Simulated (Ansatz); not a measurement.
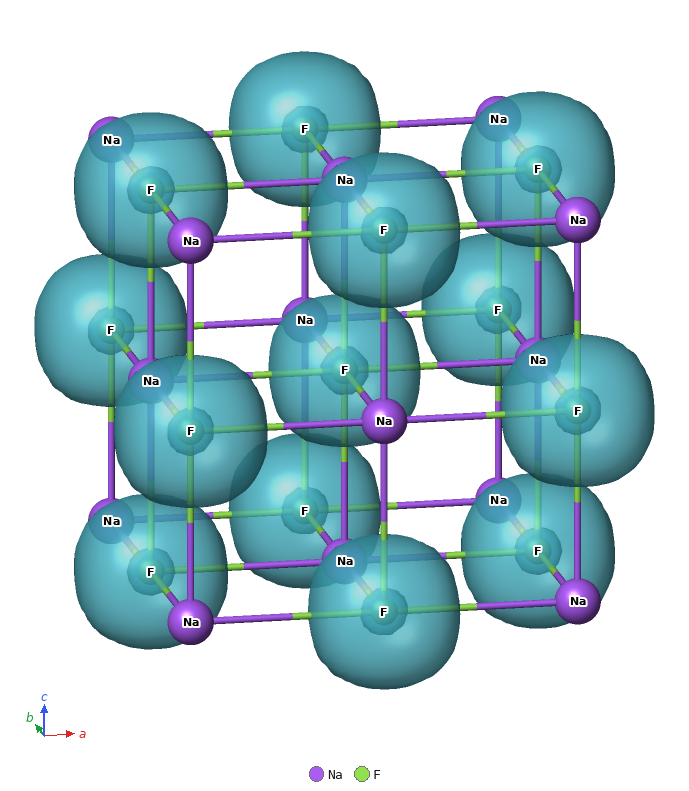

NaF. Isosurface of the ELF at 0.65 (cyan), seen slightly off an axis. Only the valence region is drawn (cores and ρ < 0.01 e/Å³ removed). Sticks mark near contacts.

Space group Fm-3m; computed pressure about 5 GPa in this cell.

These are results of DFT PBEsol, scalar-relativistic, plane waves, PAW in Ansatz 0.2.0, not measurements.

In a PAW calculation such maps are meaningful between the atoms, not at the nuclei.

```xyz
8
Lattice="4.5005 0.0000 0.0000 0.0000 4.5005 0.0000 0.0000 0.0000 4.5005" Properties=species:S:1:pos:R:3 pbc="T T T"
Na    0.0000    0.0000    0.0000
Na    2.2503    2.2503    0.0000
Na    2.2503    0.0000    2.2503
Na    0.0000    2.2503    2.2503
F     2.2503    0.0000    0.0000
F     0.0000    2.2503    0.0000
F     0.0000    0.0000    2.2503
F     2.2503    2.2503    2.2503
```

Q: Describe the localisation domains.

A: The ELF exceeds this value in four regions wrapped around F (the valence shell of each), counted in one cell of 8 atoms. Regions shared between cells count once. Profiles from the grid: Na–F (2.25 Å): the ELF is about 0.05 at the midpoint; an ionic contact with no shared pair.

Q: Does the calculation make it a metal, or give it a gap?

A: It is gapped, with a Kohn–Sham gap of 6.7 eV on the k-point mesh, an upper bound to the gap of this method.
